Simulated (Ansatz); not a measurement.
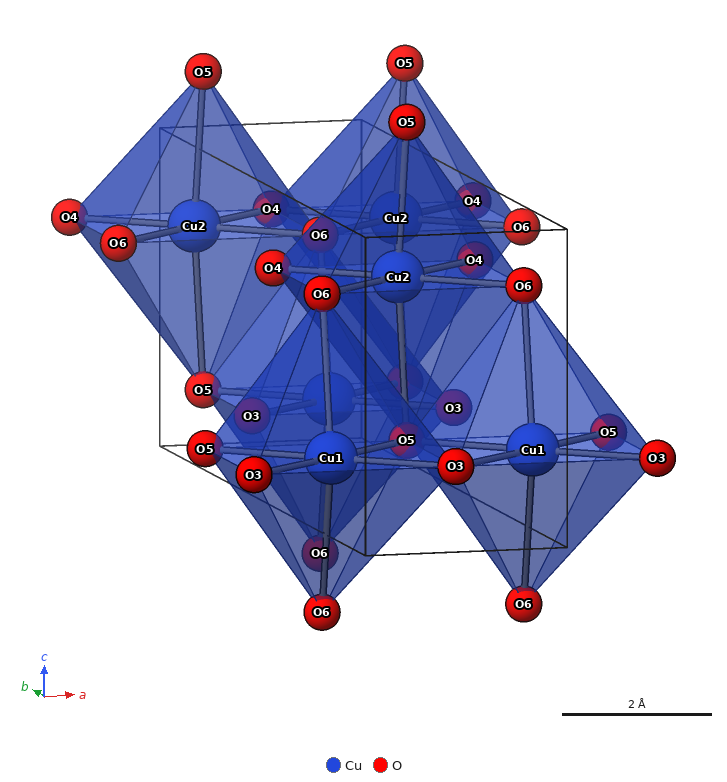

The structure as given in the input (polyhedral view of the cell 2 times as large as that of the calculation, set on its symmetry axes, seen slightly off an axis; polyhedra are completed across the faces of the cell; atoms are numbered from 1 in the order of the input). An atom can appear more than once, as a periodic image.

**CuO2: one change and its effect**

System: CuO2 (Cmcm, 6 atoms in the cell).
Method of run A: DFT PBEsol, scalar-relativistic, plane waves, PAW, spin-polarised (Ansatz 0.2.0).

The structure derives from a Materials Project entry. Text and figures count atoms from 1; the logs count them from 0 in places.

**Input file, run A**
```yaml
crystal:
  lattice:
    - [1.412615, -5.210747, 0.0]
    - [1.412615, 5.210747, 0.0]
    - [0.0, 0.0, 4.343424]
  atoms:
    - { symbol: Cu, position: [0.832747, 0.167253, 0.25] }
    - { symbol: Cu, position: [0.167253, 0.832747, 0.75] }
    - { symbol: O, position: [0.448514, 0.551486, 0.25], spin: 0.38 }
    - { symbol: O, position: [0.551486, 0.448514, 0.75], spin: 0.38 }
    - { symbol: O, position: [0.21103, 0.78897, 0.25] }
    - { symbol: O, position: [0.78897, 0.21103, 0.75] }
basis:
  ecutwfc: 150
kpoints:
  mp_grid: { grid: [14, 14, 8] }
hamiltonian:
  xc: pbesol
scf:
  occupations: { method: gaussian, width: 0.1 }
output:
  forces: true
  stress: true
  eigenvalues: true
  populations: true
magnetization:
  spin_polarized: true
```

Launched with:
```bash
ansatz run input.yaml --threads 1 --pin off --max-ram 2560MiB --backend cpu --events-out ev --progress --plain --runs-dir out
```

Hardware: 1 thread of Intel Xeon @ 2.50GHz (Skylake/Cascade Lake), 192 GiB of memory available, shared host.

**Output, shortened to warnings, some set-up lines, iterations and results (run A)**
```
Warning: basis.ecutwfc = 150 eV is below the records' recommended 420 eV, and the density's cutoff is lower with it unless basis.ecutrho_ratio is high enough to keep the records' density cutoff: compare with a run at a higher cutoff
Basis set: ecut = 150 eV, 265 PW (Γ), exchange–correlation on 48×48×36 points (8 copies of the dense FFT grid, shifted against one another)
Symmetry: 8 space group operations
k-points: 285 of 1568
Initial density: superposition of atomic densities (chi_scale 0.1, normalization cell, long waves kept (reshape's long-wave potential 0.24 eV rms))
[...]
SCF iter   1: F=—  HF=-15215.518524 eV  |F-HF|=—  |Δ(HF+E_count)|=         —  Δρ=2.74e-1 (↑2.74e-1 ↓2.68e-1)  dr2=7.93e1  dr2_m=9.29e-2  M=0.522 μB ∫|m|=0.536 μB  β_m=0.30  …
SCF iter   2: F=—  HF=-15173.166550 eV  |F-HF|=—  |Δ(HF+E_count)|=    4.24e1  Δρ=1.50e-1 (↑1.50e-1 ↓1.44e-1)  dr2=2.91e1  dr2_m=3.16e-2  M=0.633 μB ∫|m|=0.644 μB  β_m=0.30  …
SCF iter   3: F=—  HF=-15154.703919 eV  |F-HF|=—  |Δ(HF+E_count)|=    1.85e1  Δρ=6.23e-2 (↑6.23e-2 ↓6.22e-2)  dr2=7.36e0  dr2_m=1.02e-2  M=0.679 μB ∫|m|=0.689 μB  β_m=0.30  …
SCF iter   4: F=—  HF=-15152.401405 eV  |F-HF|=—  |Δ(HF+E_count)|=    2.30e0  Δρ=3.98e-2 (↑3.73e-2 ↓3.98e-2)  dr2=6.72e0  dr2_m=1.80e-2  M=0.961 μB ∫|m|=0.963 μB  β_m=0.29  …
SCF iter   5: F=—  HF=-15151.903934 eV  |F-HF|=—  |Δ(HF+E_count)|=   4.97e-1  Δρ=2.01e-2 (↑2.01e-2 ↓1.98e-2)  dr2=1.42e0  dr2_m=1.58e-2  M=1.016 μB ∫|m|=1.020 μB  β_m=0.55  …
[... 12 lines ...]
SCF iter  18: F=-15151.873233 eV  HF=-15151.873232 eV  |F-HF|=1.69e-6  |Δ(HF+E_count)|=   1.12e-4  Δρ=1.56e-4 (↑1.56e-4 ↓1.30e-4)  dr2=7.45e-6  dr2_m=1.10e-5  M=5.289 μB …
SCF iter  19: F=-15151.873245 eV  HF=-15151.873245 eV  |F-HF|=1.74e-7  |Δ(HF+E_count)|=   1.31e-5  Δρ=1.99e-5 (↑1.99e-5 ↓1.86e-5)  dr2=6.48e-7  dr2_m=8.13e-8  M=5.300 μB …
SCF iter  20: F=-15151.873245 eV  HF=-15151.873245 eV  |F-HF|=1.41e-8  |Δ(HF+E_count)|=   5.06e-8  Δρ=7.88e-6 (↑7.88e-6 ↓7.15e-6)  dr2=3.38e-8  dr2_m=2.83e-8  M=5.300 μB …
SCF iter  21: F=-15151.873245 eV  HF=-15151.873245 eV  |F-HF|=1.28e-9  |Δ(HF+E_count)|=   4.18e-8  Δρ=2.57e-6 (↑2.35e-6 ↓2.57e-6)  dr2=2.03e-9  dr2_m=2.97e-9  M=5.299 μB …
SCF 1 converged in 21 iterations: F = -15151.873245 eV  dr2 = 2.03e-9
at 2 of the mixer's solves, the last at iteration 9, it left a direction of its history that read negative out of its fit and stepped the other way along it
SCF converged after 21 iterations
Magnetization: 5.2989 μB (33.6494 up, 28.3506 down)
Absolute magnetization: 5.3202 μB (∫|ρ↑−ρ↓|, with the PAW one-centre terms)
Spin contamination: 0.0142 ħ² per cell (⟨S²⟩ above its minimum at these occupations)
Per-site moments (μB) at R_I (Å): [(0.13527156514428068, 0.7663001259711121), (0.13527156514428026, 0.7663001259711121), (1.1271509618712134, 0.7663001259711121), (1.1271509618712134, 0.7663001259711121), (0.8890154202124354, 0.7831532600912476), (0.8890154202124353, 0.7831532600912476)]
Free energy (F): -15151.873245 eV
Harris-Foulkes:  -15151.873245 eV  (|F-HF|=1.28e-9)
Internal energy: -15151.854460 eV  (E = F + TS)
E sigma→0 (E₀):  -15151.863852 eV
Entropy (-TS):   -0.018785 eV (-3.131 meV/atom)
Fermi energy:    6.606244 eV
--- Per-component energies (eV) ---
  E_band       = -1354.866985
  E_kinetic    = 1527.136455
  E_local      = -12007.319871  (includes V_loc(G=0)·N_el)
  E_nonlocal   = 1144.662075
  E_hartree    = 5115.301803
  E_xc         = -503.267174
  E_vxc        = -648.604678  (∫ρ·V_xc dr)
  E_paw        = -4078.052685  (= ΣΔE_a)
  E_vpaw       = -1600.424520  (= ΣTr[D̂ρ^β])
  E_aug_tail   = -0.916396  (compensation charges beyond the density's cutoff)
  E_ewald      = -6349.952223
  E_core_change = 0.553556  (= ΣΔE_core)
  E_smearing   = -0.018785  (= −TS)
  E_closure    = -0.000000  (closes the sum)
  Σ components = -15151.873245   (vs F -15151.873245, Δ=0.00e0)
--- Forces (eV/Å), atoms counted from 1 ---
  atom   1  Cu     0.00000000    -0.99777563    -0.00000000
  atom   2  Cu     0.00000000     0.99777563     0.00000000
  atom   3  O      0.00000000    -2.11027755    -0.00000000
  atom   4  O      0.00000000     2.11027755     0.00000000
  atom   5  O      0.00000000     1.65236631     0.00000000
  atom   6  O      0.00000000    -1.65236631    -0.00000000
  max |Σ_I F_I| component: 4.44e-16 eV/Å
--- Stress (GPa, compression-positive) ---
       47.532219      -0.000000       0.000000
       -0.000000      18.050572       0.000000
        0.000000       0.000000      23.122623
  P = ⅓ Tr σ = 29.5685 GPa (295.685 kbar)
--- Löwdin populations: 6 sites ---
  site symbol       q [e]    m [muB]
     0     Cu     17.8407     0.0471
     1     Cu     17.8407     0.0471
     2      O      6.2494     1.4664
     3      O      6.2494     1.4664
     4      O      6.3963     1.1266
     5      O      6.3963     1.1266
  spilling = 0.016567 (of n_electrons = 62.000000)
```

Run B used a changed input.

**The two runs side by side**

| quantity | run A | run B |
| --- | --- | --- |
| outcome | converged | converged |
| free energy per atom (eV) | −2525.3122 | −2566.4577 |
| energy per atom, smearing taken to zero (eV) | −2525.3106 | −2566.4560 |
| gap on the mesh (eV) | 0.00 | 0.00 |
| net moment of the cell (μB) | 5.30 | 0.78 |
| absolute moment of the cell (μB) | 5.32 | 0.91 |
| pressure (GPa) | 29.57 | −9.92 |
| largest force (eV/Å) | 2.110 | 0.971 |
| SCF iterations | 21 | 20 |
| irreducible k-points | 285 | 285 |
| plane waves at Γ | 265 | 573 |
| wall time (shared host) | 67 s | 83 s |

What was changed in the input?

The change (lines with − go, lines with + come):
```diff
-  ecutwfc: 150
+  ecutwfc: 250
```

The free energy of run B is 41145.5 meV per atom lower, which measures how much it depends on this numerical setting. The net moment of the cell goes from 5.30 to 0.78 μB. The pressure goes from 29.57 to −9.92 GPa. The largest force goes from 2.110 to 0.971 eV/Å. More plane waves can only lower the energy of a fixed Hamiltonian, so the higher cutoff gives the lower value. The SCF takes 20 iterations against 21. The plane waves at Γ go from 265 to 573.

**Output, shortened to warnings, some set-up lines, iterations and results (run B)**
```
Warning: basis.ecutwfc = 250 eV is below the records' recommended 420 eV, and the density's cutoff is lower with it unless basis.ecutrho_ratio is high enough to keep the records' density cutoff: compare with a run at a higher cutoff
Basis set: ecut = 250 eV, 573 PW (Γ), exchange–correlation on 60×60×48 points (8 copies of the dense FFT grid, shifted against one another)
Symmetry: 8 space group operations
k-points: 285 of 1568
Initial density: superposition of atomic densities (chi_scale 0.1, normalization cell, long waves kept (reshape's long-wave potential 0.24 eV rms))
[...]
SCF iter   1: F=—  HF=-15401.438664 eV  |F-HF|=—  |Δ(HF+E_count)|=         —  Δρ=8.54e-2 (↑8.54e-2 ↓7.06e-2)  dr2=1.92e1  dr2_m=5.46e-2  M=0.355 μB ∫|m|=0.452 μB  β_m=0.30  …
SCF iter   2: F=—  HF=-15399.451784 eV  |F-HF|=—  |Δ(HF+E_count)|=    1.99e0  Δρ=4.66e-2 (↑4.66e-2 ↓4.59e-2)  dr2=2.55e0  dr2_m=3.80e-2  M=0.487 μB ∫|m|=0.605 μB  β_m=0.30  …
SCF iter   3: F=—  HF=-15399.029832 eV  |F-HF|=—  |Δ(HF+E_count)|=   4.22e-1  Δρ=2.92e-2 (↑2.92e-2 ↓2.48e-2)  dr2=1.82e0  dr2_m=1.40e-2  M=0.402 μB ∫|m|=0.499 μB  β_m=0.19  …
SCF iter   4: F=—  HF=-15398.794317 eV  |F-HF|=—  |Δ(HF+E_count)|=   2.36e-1  Δρ=1.60e-2 (↑1.60e-2 ↓1.53e-2)  dr2=2.88e-1  dr2_m=9.22e-3  M=0.466 μB ∫|m|=0.565 μB  β_m=0.43  …
SCF iter   5: F=—  HF=-15398.770998 eV  |F-HF|=—  |Δ(HF+E_count)|=   2.33e-2  Δρ=9.32e-3 (↑9.32e-3 ↓8.47e-3)  dr2=4.32e-1  dr2_m=6.73e-4  M=0.442 μB ∫|m|=0.526 μB  β_m=0.44  …
[... 11 lines ...]
SCF iter  17: F=—  HF=-15398.746010 eV  |F-HF|=—  |Δ(HF+E_count)|=   2.44e-7  Δρ=4.23e-5 (↑3.77e-5 ↓4.23e-5)  dr2=3.73e-6  dr2_m=3.57e-7  M=0.788 μB ∫|m|=0.894 μB  β_m=0.94  …
SCF iter  18: F=—  HF=-15398.746010 eV  |F-HF|=—  |Δ(HF+E_count)|=   5.02e-8  Δρ=2.36e-5 (↑2.36e-5 ↓1.74e-5)  dr2=3.72e-7  dr2_m=1.30e-7  M=0.787 μB ∫|m|=0.894 μB  β_m=0.97  …
SCF iter  19: F=—  HF=-15398.746010 eV  |F-HF|=—  |Δ(HF+E_count)|=   1.98e-7  Δρ=7.44e-6 (↑6.41e-6 ↓7.44e-6)  dr2=5.42e-8  dr2_m=1.82e-8  M=0.784 μB ∫|m|=0.892 μB  β_m=0.98  …
SCF iter  20: F=-15398.746011 eV  HF=-15398.746011 eV  |F-HF|=5.41e-9  |Δ(HF+E_count)|=   4.74e-8  Δρ=2.01e-6 (↑1.86e-6 ↓2.01e-6)  dr2=7.76e-9  dr2_m=1.63e-10  M=0.785 μB …
SCF 1 converged in 20 iterations: F = -15398.746011 eV  dr2 = 7.76e-9
SCF converged after 20 iterations
Magnetization: 0.7846 μB (31.3923 up, 30.6077 down)
Absolute magnetization: 0.9115 μB (∫|ρ↑−ρ↓|, with the PAW one-centre terms)
Spin contamination: 0.0714 ħ² per cell (⟨S²⟩ above its minimum at these occupations)
Per-site moments (μB) at R_I (Å): [(0.027701378398085234, 0.7663001259711121), (0.02770137839808522, 0.7663001259711121), (0.33172180840252435, 0.7663001259711121), (0.3317218084025244, 0.7663001259711121), (-0.0034948698500095864, 0.7831532600912476), (-0.0034948698500093136, 0.7831532600912476)]
Free energy (F): -15398.746011 eV
Harris-Foulkes:  -15398.746011 eV  (|F-HF|=5.41e-9)
Internal energy: -15398.725542 eV  (E = F + TS)
E sigma→0 (E₀):  -15398.735776 eV
Entropy (-TS):   -0.020469 eV (-3.411 meV/atom)
Fermi energy:    7.101019 eV
--- Per-component energies (eV) ---
  E_band       = -1140.226973
  E_kinetic    = 1306.904099
  E_local      = -12280.538230  (includes V_loc(G=0)·N_el)
  E_nonlocal   = 1011.539733
  E_hartree    = 5284.183809
  E_xc         = -469.639473
  E_vxc        = -604.638967  (∫ρ·V_xc dr)
  E_paw        = -3901.799518  (= ΣΔE_a)
  E_vpaw       = -1141.892283  (= ΣTr[D̂ρ^β])
  E_aug_tail   = 0.022704  (compensation charges beyond the density's cutoff)
  E_ewald      = -6349.952223
  E_core_change = 0.553556  (= ΣΔE_core)
  E_smearing   = -0.020469  (= −TS)
  E_closure    = -0.000000  (closes the sum)
  Σ components = -15398.746011   (vs F -15398.746011, Δ=0.00e0)
--- Forces (eV/Å), atoms counted from 1 ---
  atom   1  Cu     0.00000000     0.39591640     0.00000000
  atom   2  Cu     0.00000000    -0.39591640    -0.00000000
  atom   3  O      0.00000000     0.46352564     0.00000000
  atom   4  O      0.00000000    -0.46352564    -0.00000000
  atom   5  O      0.00000000    -0.97133907    -0.00000000
  atom   6  O      0.00000000     0.97133907     0.00000000
  max |Σ_I F_I| component: 1.11e-16 eV/Å
--- Stress (GPa, compression-positive) ---
      -13.376795       0.000000      -0.000000
        0.000000     -10.643562      -0.000000
       -0.000000      -0.000000      -5.735021
  P = ⅓ Tr σ = -9.9185 GPa (-99.185 kbar)
--- Löwdin populations: 6 sites ---
  site symbol       q [e]    m [muB]
     0     Cu     17.6597     0.0131
     1     Cu     17.6597     0.0131
     2      O      6.4928     0.3891
     3      O      6.4928     0.3891
     4      O      6.6875    -0.0092
     5      O      6.6875    -0.0092
  spilling = 0.005160 (of n_electrons = 62.000000)
```

For both runs: Warnings: the cutoff is below the recommended one.
